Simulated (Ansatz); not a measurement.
The compound is MnO2 (space group P4_2/mnm, No. 136), taken as the end point of a relaxation at a target pressure of 60 GPa with DFT PBE+U, scalar-relativistic, plane waves, PAW in Ansatz 0.2.0.

```yaml
crystal:
  lattice:
    - [4.15383, 0.00000, 0.00000]
    - [0.00000, 4.15383, 0.00000]
    - [0.00000, 0.00000, 2.79402]
  atoms:
    - { symbol: Mn, position: [0.00000, 0.00000, 0.00000] }
    - { symbol: Mn, position: [0.50000, 0.50000, 0.50000] }
    - { symbol: O, position: [0.30386, 0.30386, 0.00000] }
    - { symbol: O, position: [0.19614, 0.80386, 0.50000] }
    - { symbol: O, position: [0.69614, 0.69614, 0.00000] }
    - { symbol: O, position: [0.80386, 0.19614, 0.50000] }
```

Describe how the polyhedra about Mn are linked (bonds: Mn–O below 2 Å).

Mn: MnO6 octahedron, sharing corners with eight neighbours and edges with two neighbours.

They form a three-dimensional framework of corner- and edge-sharing octahedra.

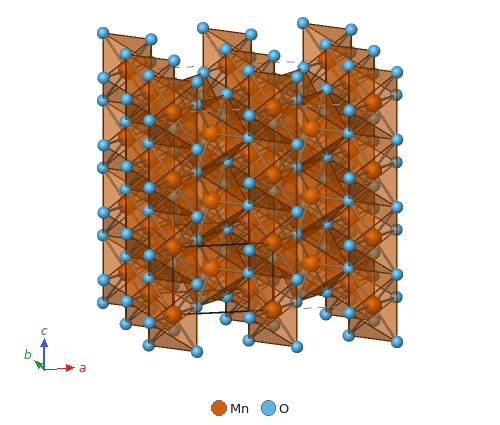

Polyhedra are drawn about Mn (bonds: Mn–O below 2 Å); other atoms are plain spheres.
